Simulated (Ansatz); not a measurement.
**Ga3P: density, localisation and related maps**

Input

```
crystal:
  lattice:
    - [4.0890580714, 0.0, 0.0]
    - [0.0, 4.0890580714, 0.0]
    - [0.0, 0.0, 4.0890580714]
  atoms:
    - { symbol: Ga, position: [0.0, 0.5, 0.5] }
    - { symbol: Ga, position: [0.5, 0.0, 0.5] }
    - { symbol: Ga, position: [0.5, 0.5, 0.0] }
    - { symbol: P, position: [0.0, 0.0, 0.0] }
basis:
  ecutwfc: 420
kpoints:
  mp_grid: { grid: [12, 12, 12] }
hamiltonian:
  xc: pbe
scf:
  occupations: { method: gaussian, width: 0.1 }
output:
  forces: true
  stress: true
  eigenvalues: true
  write_density: true
  write_potential: true
  elf: true
  volumetric_format: npy
relax:
  adjacent_minimum: "off"
  f_tol: 0.01
  max_steps: 80
  cell: { stress_tol: 0.05 }
```

Launched as:

```sh
ansatz run input.yaml --threads 1 --pin off --max-ram 2560MiB --backend cpu --events-out ev --progress --plain --runs-dir out
```

Below, planes, directions and counts refer to the conventional cell (a = 4.19 Å, b = 4.19 Å, c = 4.19 Å, α = 90.00°, β = 90.00°, γ = 90.00°).

The fields are those of the relaxed geometry.

Space group Pm-3m; started from the Cu3Au (L1_2)_221 prototype, which need not be the ambient phase.

Theory: DFT PBE, scalar-relativistic, plane waves, PAW in Ansatz 0.2.0.

The density is the valence pseudo-density of a PAW calculation; it isn't the true density close to the nuclei.

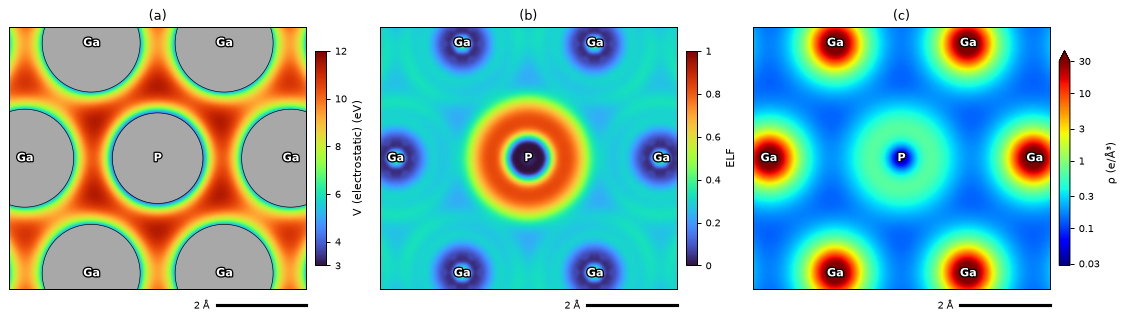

Figure 1. (a) electrostatic potential energy of an electron; (b) ELF; (c) valence charge density (pseudo) on the (111) plane of the conventional cell. Grey discs cover the atomic cores in the potential map.

What does the map show?

The section cuts through Ga and P sites. Ga–P (2.96 Å): ρ at the midpoint is about 0.19 e/Å³; the ELF peaks at about 0.85 in the valence shell of P, 0.8 Å from its nucleus, and drops to about 0.25 between the two atoms. Between the atoms the lowest density in this plane is 0.13 e/Å³. The features right at Ga lie inside the PAW spheres, where the map follows smoothed inner orbitals and isn't to be read closely. Outside the cores the potential energy rises away from the atoms and is highest about 1.6 Å from the nearest atoms; its zero is arbitrary.

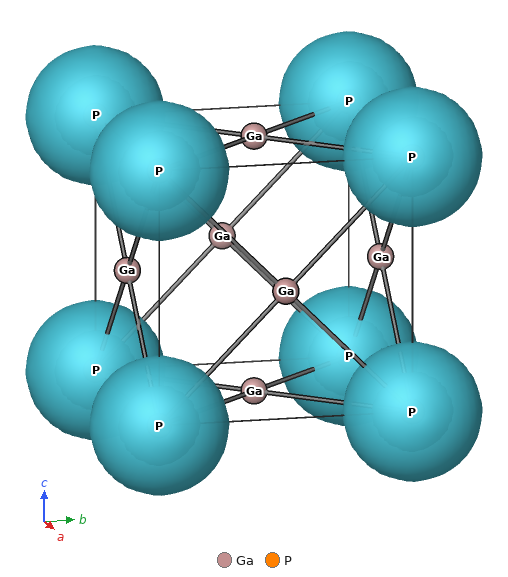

Figure 2. Isosurface of the electron localisation function at 0.7 (cyan), seen slightly off an axis. Only the valence region is drawn (cores and ρ < 0.01 e/Å³ removed). Sticks mark near contacts.

Identify the bonds, lone pairs and shells in this picture.

The surface consists of one region wrapped around P (its valence shell), counted in one cell of 4 atoms. Regions shared between cells count once.

Metal or insulator at this level of theory?

It is metallic or semimetallic at this level of theory: no gap opens.
